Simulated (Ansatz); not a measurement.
# Direct or indirect: SiSeS sheet (P3m1)

```
CELL_PARAMETERS angstrom
3.40657 0.00000 0.00000
-1.70328 2.95018 0.00000
0.00000 0.00000 29.45018
ATOMIC_POSITIONS crystal
Se 0.00000 0.00000 0.37011
S 0.66667 0.33333 0.27644
Si 0.33333 0.66667 0.32068
```

Method: Ansatz, PBE, independent particles, without spin-orbit coupling, line width 0.1 eV (Gaussian). The band structure gives a fundamental gap of 0.68 eV. The spectrum of vertical transitions near the edge:

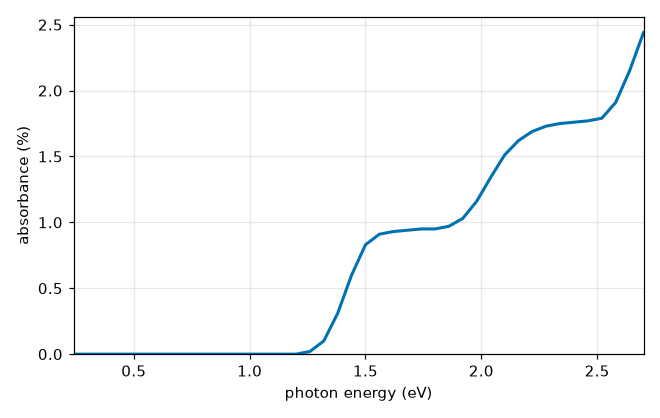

(1) Is the gap direct or indirect, and about where do vertical transitions set in?

## Answers

(1) Indirect, by the band path, whose least direct gap is 1.41 eV. The curves fit this: they stay near zero above 0.68 eV and rise only from about 1.4 eV, though a forbidden direct transition would look alike. Lines are broadened by 0.1 eV, which spreads the edge, and phonons, which would give weak absorption from the fundamental gap up, are left out.

Cells made by substitution are models, which may or may not match a known phase.

[Logs are printed without paths, hosts, clocks, repeated set-up lines and the standing remarks that a program may print on its own settings, such as how far it seeks lower states.]
